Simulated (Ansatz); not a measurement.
**Fe: 5 runs along one coordinate**

System: Fe (2 atoms in the cell).
Method: DFT, revPBE, plane waves (420 eV) with PAW, scalar-relativistic, no spin polarisation (Ansatz 0.2.0).

The 5 runs differ only in the geometry, by an even scaling of the cell at fixed fractional positions.

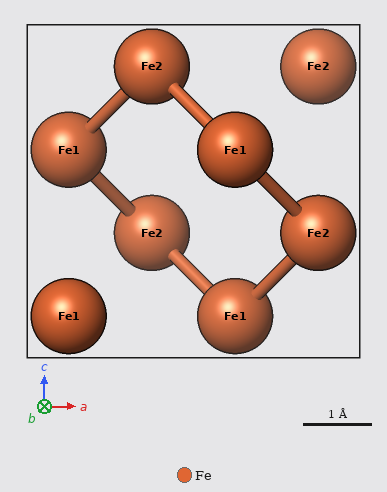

Figure 1. The structure of run 3 (ball-and-stick view of the cell 4 times as large as that of the calculation, set on its symmetry axes, along the b axis; atoms are numbered from 1 in the order of the input).

**Input of run 3**
```yaml
crystal:
  lattice:
    - [0.0, 2.4526971635, 2.4526971635]
    - [2.4526971635, 0.0, 2.4526971635]
    - [2.4526971635, 2.4526971635, 0.0]
  atoms:
    - { symbol: Fe, position: [0.125, 0.125, 0.125] }
    - { symbol: Fe, position: [0.875, 0.875, 0.875] }
hamiltonian:
  xc: revpbe
  pseudopotentials:
    kind: paw
    azcp:
      Fe: "pseudopotentials/Fe.paw.azcp"
basis:
  ecutwfc: 420
  fft_grid_basis: typed
kpoints:
  mp_grid: { grid: [13, 13, 13], shift: [0, 0, 0] }
magnetization:
  spin_polarized: false
scf:
  occupations: { method: fermi_dirac, width: 0.1 }
  lower_state_search: "off"
output:
  stress: true
```

Lattice vectors (Å) and fractional positions of run 3:
```
   0.000000    2.452697    2.452697
   2.452697    0.000000    2.452697
   2.452697    2.452697    0.000000
Fe  0.125000  0.125000  0.125000
Fe  0.875000  0.875000  0.875000
```

Run 4 differs from it as follows:
```diff
-    - [0.0, 2.4526971635, 2.4526971635]
-    - [2.4526971635, 0.0, 2.4526971635]
-    - [2.4526971635, 2.4526971635, 0.0]
+    - [0.0, 2.5164318925, 2.5164318925]
+    - [2.5164318925, 0.0, 2.5164318925]
+    - [2.5164318925, 2.5164318925, 0.0]
```

**Results, with one run withheld**

```csv
run,volume per atom (Å³),"free energy per atom, from the lowest run given (meV)",pressure (GPa)
1,12.984,121.65,24.77
2,14.165,11.49,6.50
3,14.755,0.00,−0.02
4,15.935,?,?
5,16.525,78.51,−12.78
```

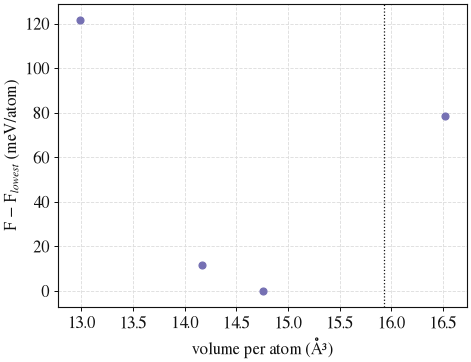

Figure 2. Free energy per atom of the runs given; the dotted line marks run 4.

Estimate the energy of run 4 from the others.

A quadratic polynomial in V^(−2/3) (the Birch–Murnaghan form), fitted to the 4 runs given, misses them by at most 0.30 meV per atom. With x = V^(−2/3) − 0.16805 Å⁻², it reads F = 1.7471 + 2118.6 x + 5.4903e+05 x² (meV per atom). At run 4 it gives 36.64 meV per atom, and the run itself gives 37.37. The slope of the fit gives a pressure −dF/dV of −9.53 GPa there, and the run prints −9.43 GPa. The two needn't agree exactly: the fit is approximate, and the printed stress is taken on a finite basis. The fit has its minimum at 14.769 Å³ per atom, where V d²F/dV² gives 146 GPa: the bulk modulus at this level, since symmetry fixes the shape and the positions. So low a polynomial doesn't follow these energies more closely.

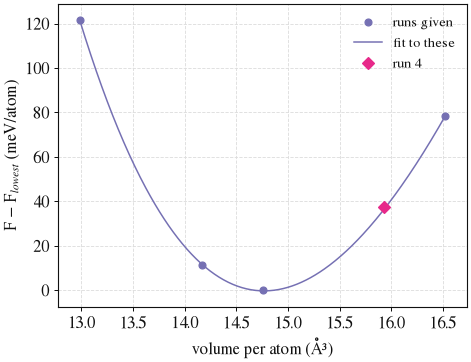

Figure 3. The fit and the withheld run.

**Output, shortened to warnings, some set-up lines, iterations and results (run 4)**
```
Basis set: ecut = 420 eV, 609 PW (Γ)
Symmetry: 48 space group operations
k-points: 84 of 2197
Initial density: superposition of atomic densities (neutral atoms: chi_scale 0, normalization atom), corrected by the library's trained network
[...]
SCF iter   1: F=—  HF=-8965.165524 eV  |F-HF|=—  |Δ(HF+E_count)|=         —  Δρ=1.60e-2  dr2=4.98e-2  ethr=1.77e-3  ⟨swp⟩=4.0  Hψ=6396  notcnv=0
SCF iter   2: F=—  HF=-8965.158546 eV  |F-HF|=—  |Δ(HF+E_count)|=   6.98e-3  Δρ=5.16e-3  dr2=4.96e-3  ethr=1.56e-4  ⟨swp⟩=2.0  Hψ=2555  notcnv=0
SCF iter   3: F=—  HF=-8965.157816 eV  |F-HF|=—  |Δ(HF+E_count)|=   7.30e-4  Δρ=1.66e-3  dr2=7.87e-4  ethr=1.55e-5  ⟨swp⟩=1.7  Hψ=2018  notcnv=0
SCF iter   4: F=—  HF=-8965.157758 eV  |F-HF|=—  |Δ(HF+E_count)|=   5.82e-5  Δρ=4.79e-4  dr2=5.81e-5  ethr=2.46e-6  ⟨swp⟩=2.0  Hψ=2350  notcnv=0
SCF iter   5: F=—  HF=-8965.157755 eV  |F-HF|=—  |Δ(HF+E_count)|=   2.25e-6  Δρ=1.06e-4  dr2=5.04e-6  ethr=1.82e-7  ⟨swp⟩=2.6  Hψ=2890  notcnv=0
SCF iter   6: F=—  HF=-8965.157756 eV  |F-HF|=—  |Δ(HF+E_count)|=   7.79e-7  Δρ=4.85e-5  dr2=7.84e-7  ethr=1.57e-8  ⟨swp⟩=1.1  Hψ=1827  notcnv=0
SCF iter   7: F=-8965.157756 eV  HF=-8965.157756 eV  |F-HF|=6.97e-9  |Δ(HF+E_count)|=   1.62e-7  Δρ=1.06e-5  dr2=2.39e-8  ethr=3.13e-10  ⟨swp⟩=3.0  Hψ=6664  notcnv=0
SCF 1 converged in 7 iterations: F = -8965.157756 eV  dr2 = 2.39e-8
SCF converged after 7 iterations
Free energy (F): -8965.157756 eV
Harris-Foulkes:  -8965.157756 eV  (|F-HF|=6.97e-9)
Internal energy: -8965.063430 eV  (E = F + TS)
E sigma→0 (E₀):  -8965.110593 eV
Entropy (-TS):   -0.094327 eV (-47.163 meV/atom)
Fermi energy:    11.992378 eV
--- Per-component energies (eV) ---
  E_band       = -630.998554
  E_kinetic    = 706.798788
  E_local      = -5501.391518  (includes V_loc(G=0)·N_el)
  E_nonlocal   = 433.735787
  E_hartree    = 2316.249803
  E_xc         = -234.110606
  E_vxc        = -300.930383  (∫ρ·V_xc dr)
  E_paw        = -2740.731368  (= ΣΔE_a)
  E_vpaw       = -601.725139  (= ΣTr[D̂ρ^β])
  E_aug_tail   = 0.001875  (compensation charges beyond the density's cutoff)
  E_ewald      = -3945.547558
  E_core_change = -0.068632  (= ΣΔE_core)
  E_smearing   = -0.094327  (= −TS)
  E_closure    = 0.000000  (closes the sum)
  Σ components = -8965.157756   (vs F -8965.157756, Δ=0.00e0)
--- Stress (GPa, compression-positive) ---
       -9.428222       0.000000       0.000000
        0.000000      -9.428222      -0.000000
       -0.000000       0.000000      -9.428222
  P = ⅓ Tr σ = -9.4282 GPa (-94.282 kbar)
```

Notes: The run has no spin polarisation, so a magnetic state may lie lower.
